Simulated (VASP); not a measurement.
# CdTe with PBE + D3(BJ): from relaxation to properties, part 2 of 4

What structure does CdTe take at this level, and what are its properties? The start is a cell from a database of measured crystal structures.

VASP 6.6.1, plane waves and PAW; the level of theory is named at each step.

So far, gap on the k-mesh (eV): step 2 (relaxing cell and atoms (PBE + D3(BJ))) 0.725; step 3 (second relaxation) 0.725. The relaxed cell has a = 6.509 Å (conventional setting).

## (4) Single point with fields (PBE + D3(BJ))

Level of this step: PBE with D3(BJ); plane waves and PAW (Cd, Te) (VASP).

The relaxed cell gets a fresh self-consistent run, on a basis set for its own volume, to fix the density and to check the remaining stress.

The input, INCAR:

```
SYSTEM = CdTe
PREC = Accurate
ENCUT = 400
EDIFF = 1E-06
NELM = 100
ISMEAR = 0
SIGMA = 0.05
LREAL = .FALSE.
ALGO = Normal
GGA = PE
IVDW = 12
NBANDS = 15
LORBIT = 11
LWAVE = .FALSE.
LCHARG = .TRUE.
ISIF = 2
LELF = .TRUE.
LVHAR = .TRUE.
```

The input, POSCAR:

```
CdTe
1.0
    0.0000000000      3.2547367159      3.2547367159
    3.2547367159      0.0000000000      3.2547367159
    3.2547367159      3.2547367159      0.0000000000
Cd Te
1 1
Direct
    0.0000000000      0.0000000000      0.0000000000
    0.2500000000      0.2500000000      0.2500000000
```

The input, KPOINTS:

```
Automatic mesh
0
Gamma
5 5 5
0 0 0
```

PAW data sets: Cd and Te (PBE family, release 64).

Command:

```console
$ mpirun -np 2 vasp_std
```

Log:

```text
[banner, memory and clock lines left out]
running    2 mpi-ranks, on    1 nodes
 distrk:  each k-point on    2 cores,    1 groups
 distr:  one band on    1 cores,    2 groups

 POSCAR found type information on POSCAR CdTe
 POSCAR found :  2 types and       2 ions
 LDA part: xc-table for (Slater+PW92), standard interpolation
|                                                                             |
|           W    W    AA    RRRRR   N    N  II  N    N   GGGG   !!!           |
|           W    W   A  A   R    R  NN   N  II  NN   N  G    G  !!!           |
|           W    W  A    A  R    R  N N  N  II  N N  N  G       !!!           |
|           W WW W  AAAAAA  RRRRR   N  N N  II  N  N N  G  GGG   !            |
|           WW  WW  A    A  R   R   N   NN  II  N   NN  G    G                |
|           W    W  A    A  R    R  N    N  II  N    N   GGGG   !!!           |
|                                                                             |
|     The number of bands has been changed from the values supplied in        |
|     The orbitals not found in the WAVECAR file will be initialized with     |
|     random numbers, which is usually adequate. For correlated               |
|     calculations, however, you should redo the groundstate calculation.     |
|     I found NBANDS = 15. Now, NBANDS = 16.                                  |
|                                                                             |

 POSCAR, INCAR and KPOINTS ok, starting setup
 FFT: planning ... GRIDC
 FFT: planning ... GRID_SOFT
 FFT: planning ... GRID
 WAVECAR not read
 entering main loop
       N       E                     dE             d eps       ncg     rms          rms(c)
DAV:   1     0.896599790458E+02    0.89660E+02   -0.71986E+03   320   0.782E+02
DAV:   2    -0.194286959216E+01   -0.91603E+02   -0.88158E+02   376   0.222E+02
DAV:   3    -0.497629698617E+01   -0.30334E+01   -0.30290E+01   424   0.424E+01
DAV:   4    -0.500486827827E+01   -0.28571E-01   -0.28571E-01   464   0.338E+00
DAV:   5    -0.500493840312E+01   -0.70125E-04   -0.70125E-04   432   0.154E-01    0.548E+00
DAV:   6    -0.478356009602E+01    0.22138E+00   -0.37294E-01   352   0.723E+00    0.451E+00
DAV:   7    -0.476693912989E+01    0.16621E-01   -0.11019E-01   368   0.213E+00    0.172E+00
DAV:   8    -0.476786411427E+01   -0.92498E-03   -0.10970E-02   344   0.118E+00    0.487E-01
DAV:   9    -0.476821162247E+01   -0.34751E-03   -0.94844E-04   376   0.315E-01    0.114E-01
DAV:  10    -0.476827732363E+01   -0.65701E-04   -0.11575E-04   400   0.101E-01    0.564E-02
DAV:  11    -0.476831932462E+01   -0.42001E-04   -0.80904E-05   384   0.567E-02    0.373E-02
DAV:  12    -0.476831834471E+01    0.97990E-06   -0.31808E-06   376   0.143E-02
   1 F= -.54416270E+01 E0= -.54416270E+01  d E =-.695751E-11
```

Elapsed: 5.4 s, on 2 MPI ranks of AMD EPYC 9R14 (Zen 4), shared host; peak memory 0.24 GiB; 8.5 s of CPU time.

From OUTCAR (step 4):

```text
The static configuration has the point symmetry T_d .

 Found     10 irreducible k-points:

   k-points           NKPTS =     10   k-points in BZ     NKDIM =     10   number of bands    NBANDS=     16

   NELECT =      18.0000    total number of electrons

 E-fermi :   2.4522

 k-point     1 :       0.0000    0.0000    0.0000
  band No.  band energies     occupation
    ...
      5      -5.7629      2.00000
      6      -5.7629      2.00000
      7       2.2377      2.00000
      8       2.2377      2.00000
      9       2.2377      2.00000
     10       2.9627      0.00000
     11       6.8414      0.00000
     12       6.8414      0.00000
     13       6.8414      0.00000
     14       9.6801      0.00000
    ...

 k-point     2 :       0.2000    0.0000    0.0000
  band No.  band energies     occupation
    ...
      5      -5.7640      2.00000
      6      -5.7640      2.00000
      7       0.1154      2.00000
      8       1.9382      2.00000
      9       1.9382      2.00000
     10       4.1554      0.00000
     11       7.1526      0.00000
     12       7.2695      0.00000
     13       7.2695      0.00000
     14      10.6366      0.00000
    ...

 Edisp (eV)   -0.67331

  Total       0.00950     0.00950     0.00950    -0.00000     0.00000     0.00000
  in kB       0.22062     0.22062     0.22062    -0.00000     0.00000     0.00000
  external pressure =        0.22 kB  Pullay stress =        0.00 kB

 POSITION                                       TOTAL-FORCE (eV/Angst)
 -----------------------------------------------------------------------------------
      0.00000      0.00000      0.00000         0.000000      0.000000      0.000000
      1.62737      1.62737      1.62737        -0.000000     -0.000000     -0.000000
 -----------------------------------------------------------------------------------
    total drift:                               -0.000001     -0.000001     -0.000001

  FREE ENERGIE OF THE ION-ELECTRON SYSTEM (eV)
  ---------------------------------------------------
  free  energy   TOTEN  =        -5.4416269742 eV

  energy  without entropy=       -5.4416269742  energy(sigma->0) =       -5.44162697

 total charge
# of ion       s       p       d       tot
------------------------------------------
    1        0.466   0.311   9.529  10.306
    2        1.349   2.061   0.020   3.430
--------------------------------------------------
tot          1.815   2.372   9.549  13.736

[... 7 parts as in an earlier step ...]

[... 5 further parts left out ...]
```

This step gave:

```
SCF cycles                     : 12
bands                          : 16
Fermi energy                   : 2.452 eV
pressure                       : 0.02206 GPa
gap on the k-mesh              : 0.7250 eV
least direct gap on the k-mesh : 0.7250 eV
```

Valence electrons inside each PAW sphere by angular momentum. Sphere charges, by row:

```csv
atom,s (e),p (e),d (e),tot (e)
Cd1,0.466,0.311,9.529,10.31
Te2,1.349,2.061,0.02,3.43
```

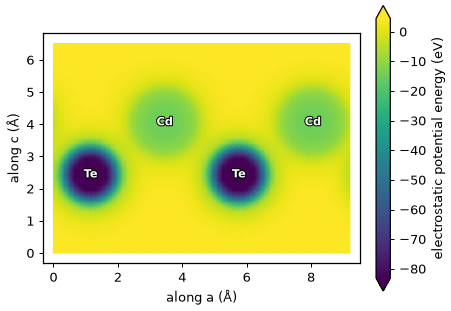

Electrostatic potential energy in the ac plane of a cell with a along [110], b along [-110] and c along [001] of the cube at fractional y = 0.000, with atoms of Cd and Te within 0.2 Å of it. With pseudopotentials it is smooth inside the atoms' cores, unlike the true potential. The map starts off the cell's origin, so that atoms lie inside it.

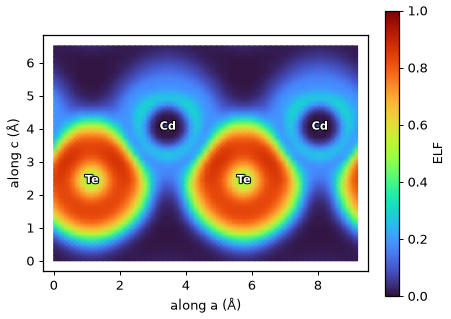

ELF in the ac plane of a cell with a along [110], b along [-110] and c along [001] of the cube at fractional y = 0.000, with atoms of Cd and Te within 0.2 Å of it. It is the smooth field of the valence electrons, not physical close to the nuclei. The map starts off the cell's origin, so that atoms lie inside it.

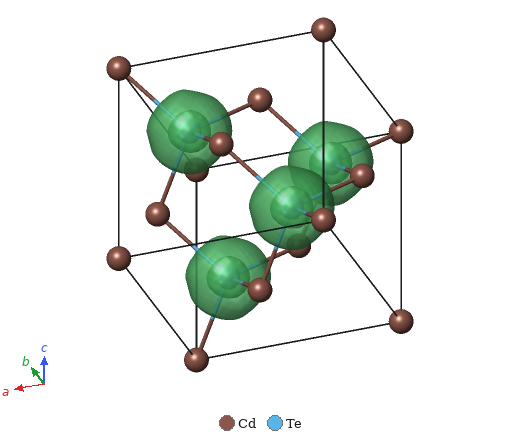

Surface of ELF = 0.79. Bonds to atoms that aren't drawn are left out.

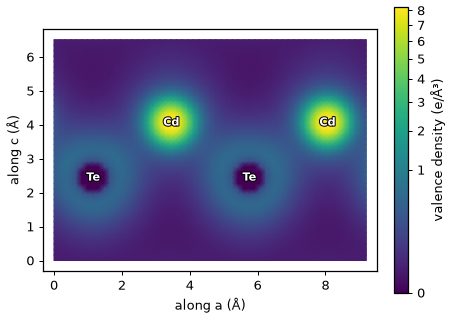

Valence density in the ac plane of a cell with a along [110], b along [-110] and c along [001] of the cube at fractional y = 0.000, with atoms of Cd and Te within 0.2 Å of it. It is the smooth field of the valence electrons, not physical close to the nuclei. The map starts off the cell's origin, so that atoms lie inside it. The colour scale is stretched toward low values.

In this run the pressure is 0.02 GPa, small enough to go on.

## (5) Bands along the symmetry lines (PBE + D3(BJ))

Levels along the symmetry lines show where the bands peak and cross; KPOINTS_OPT computes them in the converged potential.

The input, INCAR:

```
SYSTEM = CdTe
PREC = Accurate
ENCUT = 400
EDIFF = 1E-06
NELM = 100
ISMEAR = 0
SIGMA = 0.05
LREAL = .FALSE.
ALGO = Normal
GGA = PE
IVDW = 12
NBANDS = 21
LORBIT = 11
LWAVE = .FALSE.
LCHARG = .FALSE.
KPAR = 2
```

POSCAR is that of step 4.

KPOINTS is that of step 4.

The input, KPOINTS_OPT:

```
Line mode
16
Line-mode
Reciprocal
  0.00000000   0.00000000   0.00000000 GAMMA
  0.50000000   0.00000000   0.50000000 X

  0.50000000   0.00000000   0.50000000 X
  0.50000000   0.25000000   0.75000000 W

  0.50000000   0.25000000   0.75000000 W
  0.37500000   0.37500000   0.75000000 K

  0.37500000   0.37500000   0.75000000 K
  0.00000000   0.00000000   0.00000000 GAMMA

  0.00000000   0.00000000   0.00000000 GAMMA
  0.50000000   0.50000000   0.50000000 L

  0.50000000   0.50000000   0.50000000 L
  0.62500000   0.25000000   0.62500000 U

  0.62500000   0.25000000   0.62500000 U
  0.50000000   0.25000000   0.75000000 W

  0.50000000   0.25000000   0.75000000 W
  0.50000000   0.50000000   0.50000000 L

  0.50000000   0.50000000   0.50000000 L
  0.37500000   0.37500000   0.75000000 K

  0.62500000   0.25000000   0.62500000 U
  0.50000000   0.00000000   0.50000000 X
```

Command:

```console
$ mpirun -np 2 vasp_std
```

Log:

```text
[... set-up lines as in an earlier step ...]
 entering main loop
       N       E                     dE             d eps       ncg     rms          rms(c)
DAV:   1     0.904600055861E+02    0.90460E+02   -0.69833E+03   420   0.599E+02
DAV:   2    -0.153582278795E+01   -0.91996E+02   -0.87210E+02   480   0.178E+02
DAV:   3    -0.497334375304E+01   -0.34375E+01   -0.34236E+01   493   0.350E+01
DAV:   4    -0.500478478627E+01   -0.31441E-01   -0.31438E-01   554   0.298E+00
DAV:   5    -0.500493595569E+01   -0.15117E-03   -0.15117E-03   505   0.177E-01    0.548E+00
DAV:   6    -0.478375208135E+01    0.22118E+00   -0.26874E-01   493   0.551E+00    0.446E+00
DAV:   7    -0.476683705764E+01    0.16915E-01   -0.93877E-02   500   0.165E+00    0.171E+00
DAV:   8    -0.476792305703E+01   -0.10860E-02   -0.11168E-02   465   0.921E-01    0.432E-01
DAV:   9    -0.476824427345E+01   -0.32122E-03   -0.98980E-04   485   0.278E-01    0.985E-02
DAV:  10    -0.476828292706E+01   -0.38654E-04   -0.10572E-04   501   0.961E-02    0.568E-02
DAV:  11    -0.476831838980E+01   -0.35463E-04   -0.65563E-05   470   0.424E-02    0.360E-02
DAV:  12    -0.476831796413E+01    0.42567E-06   -0.20231E-06   477   0.977E-03
   1 F= -.54416266E+01 E0= -.54416266E+01  d E =-.110770E-11
 Start KPOINTS_OPT (optional k-point list driver)
k-point batch [1-10\160]
       N       E                     dE             ncg
DAV:   1     0.333524366157E+03   -0.73428E+03      428
DAV:   2    -0.641932175680E+03   -0.97546E+03      495
DAV:   3    -0.680860022700E+03   -0.38928E+02      490
DAV:   4    -0.681175244329E+03   -0.31522E+00      564
DAV:   5    -0.681177228787E+03   -0.19845E-02      500
DAV:   6    -0.681177275561E+03   -0.46774E-04      558
DAV:   7    -0.681177276564E+03   -0.10037E-05      438
DAV:   8    -0.681177276602E+03   -0.37406E-07      348
[...]
k-point batch [151-160\160]
       N       E                     dE             ncg
DAV:   1     0.125334268880E+03   -0.47101E+04      444
DAV:   2    -0.734337438204E+03   -0.85967E+03      481
DAV:   3    -0.763964856723E+03   -0.29627E+02      523
DAV:   4    -0.764249226254E+03   -0.28437E+00      573
DAV:   5    -0.764249937281E+03   -0.71103E-03      534
DAV:   6    -0.764249946975E+03   -0.96936E-05      564
DAV:   7    -0.764249947112E+03   -0.13695E-06      467
```

The job ended after 36 s (2 MPI ranks; peak memory 0.31 GiB; 68 s of CPU time).

OUTCAR, selected parts (step 5):

```text
   k-points           NKPTS =     10   k-points in BZ     NKDIM =     10   number of bands    NBANDS=     21

   NELECT =      18.0000    total number of electrons

 E-fermi :   2.4627

 k-point     1 :       0.0000    0.0000    0.0000
  band No.  band energies     occupation
    ...
      5      -5.7631      2.00000
      6      -5.7631      2.00000
      7       2.2378      2.00000
      8       2.2378      2.00000
      9       2.2378      2.00000
     10       2.9626      0.00000
     11       6.8414      0.00000
     12       6.8414      0.00000
     13       6.8414      0.00000
     14       9.6798      0.00000
    ...

 Edisp (eV)   -0.67331

  Total       0.00861     0.00861     0.00861    -0.00000     0.00000    -0.00000
  in kB       0.20010     0.20010     0.20010    -0.00000     0.00000    -0.00000
  external pressure =        0.20 kB  Pullay stress =        0.00 kB

  FREE ENERGIE OF THE ION-ELECTRON SYSTEM (eV)
  ---------------------------------------------------
  free  energy   TOTEN  =        -5.4416265936 eV

  energy  without entropy=       -5.4416265936  energy(sigma->0) =       -5.44162659

[... 9 parts as in an earlier step ...]

[... 8 further parts left out ...]
```

Spin-orbit coupling is off here; with elements this heavy it splits and shifts levels by tenths of an eV or more.

Numbers from this step:

- bands: 21
- Fermi energy: 2.463 eV
- pressure: 0.02001 GPa
- least gap on mesh and path: 0.7242 eV
- least direct gap on mesh and path: 0.7245 eV

Electronic bands along the path, in eV, zero at the valence-band top; v1 is the highest filled band, c1 the lowest empty one:

```csv
point,v4,v3,v2,v1,c1,c2,c3,c4
Γ,-8.00,0.00,0.00,0.00,0.72,4.60,4.60,4.60
X,-7.52,-4.25,-1.82,-1.82,2.63,2.67,8.77,9.06
W,-7.44,-4.13,-2.27,-2.14,4.20,4.68,5.54,6.30
K,-7.48,-4.15,-2.50,-1.51,2.90,4.50,7.31,7.43
Γ,-8.00,0.00,0.00,0.00,0.72,4.60,4.60,4.60
L,-7.66,-4.35,-0.76,-0.76,1.80,5.19,5.19,7.07
U,-7.48,-4.15,-2.50,-1.51,2.90,4.50,7.31,7.43
W,-7.44,-4.13,-2.27,-2.14,4.20,4.68,5.54,6.30
L,-7.66,-4.35,-0.76,-0.76,1.80,5.19,5.19,7.07
K,-7.48,-4.15,-2.50,-1.51,2.90,4.50,7.31,7.43
jump to U,-7.48,-4.15,-2.50,-1.51,2.90,4.50,7.31,7.43
X,-7.52,-4.25,-1.82,-1.82,2.63,2.67,8.77,9.06
```

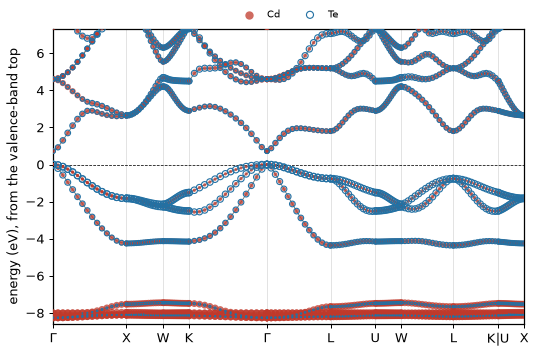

Electronic bands along the path; dots are coloured as in the legend, and their area grows with the weight.

The path finds the gap of the mesh within 0.02 eV, so the mesh comes close to both band edges.

## (6) Density of states (PBE + D3(BJ))

Here the states are counted by energy and projected on the atoms. The mesh is finer than in the run before.

INCAR, as its differences from that of step 5:

```diff
@@ -5,3 +5,3 @@
 NELM = 100
-ISMEAR = 0
+ISMEAR = -5
 SIGMA = 0.05
@@ -16 +16,2 @@
 KPAR = 2
+NEDOS = 2001
```

POSCAR is that of step 5.

The input, KPOINTS:

```
Automatic mesh
0
Gamma
8 8 8
0 0 0
```

Command:

```console
$ mpirun -np 2 vasp_std
```

Log:

```text
[... set-up lines as in an earlier step ...]
 entering main loop
       N       E                     dE             d eps       ncg     rms          rms(c)
DAV:   1     0.906144541411E+02    0.90614E+02   -0.69962E+03  1242   0.598E+02
DAV:   2    -0.149545835255E+01   -0.92110E+02   -0.87686E+02  1401   0.179E+02
DAV:   3    -0.498481106537E+01   -0.34894E+01   -0.34739E+01  1461   0.354E+01
DAV:   4    -0.501737684825E+01   -0.32566E-01   -0.32562E-01  1589   0.306E+00
DAV:   5    -0.501760090170E+01   -0.22405E-03   -0.22405E-03  1492   0.209E-01    0.550E+00
DAV:   6    -0.480082986379E+01    0.21677E+00   -0.26334E-01  1379   0.548E+00    0.448E+00
DAV:   7    -0.478471054635E+01    0.16119E-01   -0.91267E-02  1428   0.163E+00    0.170E+00
DAV:   8    -0.478569685925E+01   -0.98631E-03   -0.10818E-02  1361   0.910E-01    0.422E-01
DAV:   9    -0.478598139959E+01   -0.28454E-03   -0.93816E-04  1369   0.271E-01    0.983E-02
DAV:  10    -0.478602386616E+01   -0.42467E-04   -0.10292E-04  1414   0.913E-02    0.554E-02
DAV:  11    -0.478605782681E+01   -0.33961E-04   -0.63060E-05  1308   0.411E-02    0.358E-02
DAV:  12    -0.478605739104E+01    0.43577E-06   -0.19227E-06  1390   0.947E-03
   1 F= -.54593660E+01 E0= -.54593660E+01  d E =0.000000E+00
```

Run time: 12 s. Hardware: 2 MPI ranks; peak memory 0.32 GiB; 21 s of CPU time.

From OUTCAR (step 6):

```text
   k-points           NKPTS =     29   k-points in BZ     NKDIM =     29   number of bands    NBANDS=     21

   NELECT =      18.0000    total number of electrons

 E-fermi :   2.2369

 k-point     1 :       0.0000    0.0000    0.0000
  band No.  band energies     occupation
    ...
      5      -5.7602      2.00000
      6      -5.7602      2.00000
      7       2.2284      2.00000
      8       2.2284      2.00000
      9       2.2284      2.00000
     10       2.9579      0.00000
     11       6.8390      0.00000
     12       6.8390      0.00000
     13       6.8390      0.00000
     14       9.6733      0.00000
    ...

 Edisp (eV)   -0.67331

  Total      -0.01567    -0.01567    -0.01567     0.00000     0.00000    -0.00000
  in kB      -0.36407    -0.36407    -0.36407     0.00000     0.00000    -0.00000
  external pressure =       -0.36 kB  Pullay stress =        0.00 kB

  FREE ENERGIE OF THE ION-ELECTRON SYSTEM (eV)
  ---------------------------------------------------
  free  energy   TOTEN  =        -5.4593660205 eV

  energy  without entropy=       -5.4593660205  energy(sigma->0) =       -5.45936602

[... 7 parts as in an earlier step ...]

[... 10 further parts left out ...]
```

This step gave:

```yaml
irreducible_k_points: 29
free_energy_toten: -5.459 eV
fermi_energy: 2.237 eV
pressure: -0.03641 GPa
gap_on_the_k_mesh: 0.7295 eV
least_direct_gap_on_the_k_mesh: 0.7295 eV
```

The density of states has structure finer than the step of the table below, so its rows give means over 2 eV, whole bins alone (the curve runs from -12.0 to 8.65 eV). Peaks (eV: height): total -10.7: 8.33, -8.2: 38.0, -8.0: 42.0, -4.1: 6.18; Te p -8.2: 0.520, -4.1: 1.38, -1.7: 0.931, 3.2: 0.316; Cd s -4.1: 1.40, 3.0: 0.421; Cd d -8.2: 34.9, -8.0: 39.6; Te s -10.7: 4.81.

States under -12.0 eV and over 8.7 eV are left out. The density of states by energy, zero at the valence-band top; means over each step; values in states/eV/cell:

```csv
energy (eV),total,Te p,Cd s,Cd d,Te s
-10,0.968,9.8e-5,0.0141,0.100,0.558
-8,4.97,0.0338,0.00728,4.54,0.0676
-6,0,0,0,0,0
-4,0.845,0.190,0.173,0.0195,0.0185
-2,1.60,0.566,0.0340,0.0555,0.0127
0,0.538,0.232,0.00219,0.0279,8.5e-4
2,0.534,0.0743,0.108,0.00768,0.0359
4,1.42,0.159,0.122,0.0315,0.0329
6,1.57,0.155,0.0155,0.0370,0.0186
```

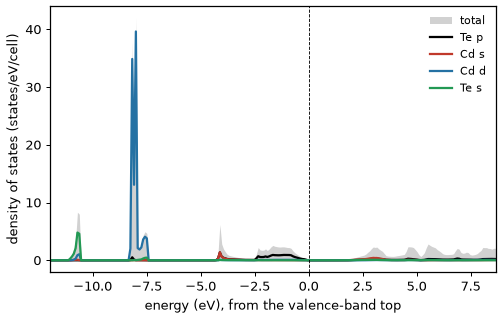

Density of states against energy.

The gap on this mesh is 0.73 eV. In the top eV of the valence band the largest shares in the PAW spheres are Te p 43 % and Cd d 5 %. The rest lies in smaller channels or between the spheres.

[end of part 2 of 4]

[Lines on the potential files, build, host, timing and source positions are cut from VASP's logs without a mark.]

[Logs are printed without paths, hosts, clocks, repeated set-up lines and the standing remarks that a program may print on its own settings, such as how far it seeks lower states.]

[Hosts, paths, dates, database ids (printed as entryN), source tags and the programs' standing remarks are cut or masked in the printed files.]

[A measured line is paired with the nearest computed mode of its activity, which favours agreement.]
